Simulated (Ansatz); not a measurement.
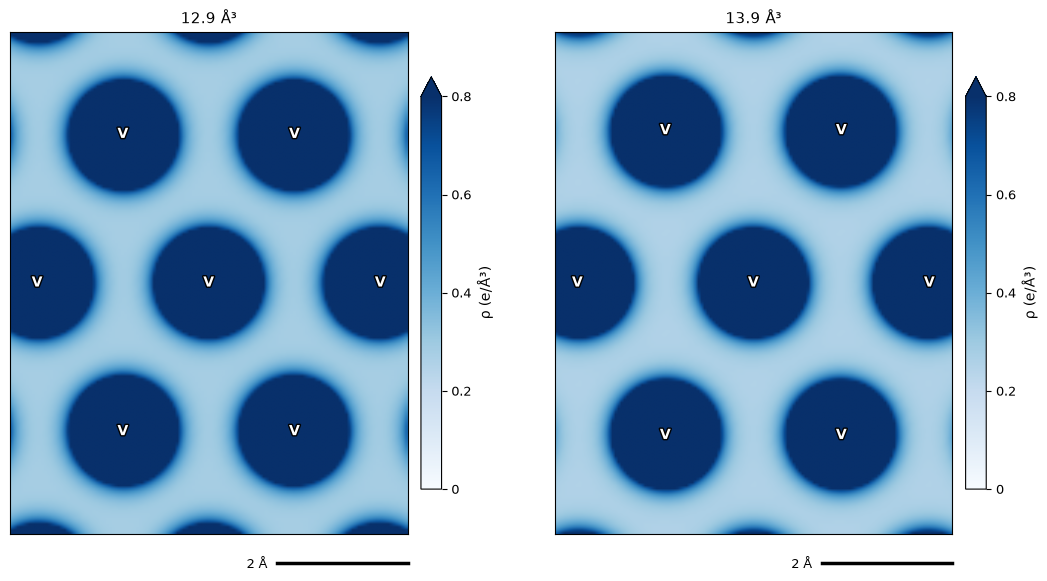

V. The valence pseudo-density of cells scaled evenly to different volumes (given per atom above each panel), on the (001) plane of each (indices in the axes of the cell below), at one length scale and on one colour scale.

The program warned that a starting moment wasn't kept; spin-polarised, but the moments vanished.

These are results of DFT, PBE, PAW with Ansatz's default frozen-core files, scalar-relativistic (Ansatz), not measurements.

Core electrons are frozen (PAW), and the valence fields are smoothed inside the atomic spheres.

The largest cell:

```xyz
1
Lattice="0.0000 1.9107 1.9107 1.9107 0.0000 1.9107 1.9107 1.9107 0.0000" Properties=species:S:1:pos:R:3 pbc="T T T"
V     0.0000    0.0000    0.0000
```

| volume (Å³/atom) | V–V contact in the plane (Å) | ρ at its midpoint (e/Å³) | pressure (GPa) | 
| --- | --- | --- | --- |
| 12.93 | 2.635 | 0.288 | 14.7 | 
| 13.27 | 2.657 | ? | ? | 
| 13.95 | 2.702 | 0.262 | −0.6 | 

Estimate the missing row, and compare with the calculation.

Answer. Over the known rows ln ρ falls by 1.41 per Å of V–V distance (the line through the two), which gives 0.279 e/Å³ at 2.657 Å; the calculation gives 0.279 e/Å³. For the pressure, a straight line in volume between the neighbouring rows gives 9.6 GPa; the calculation gives 9.0, lower because pressure rises ever faster on compression.
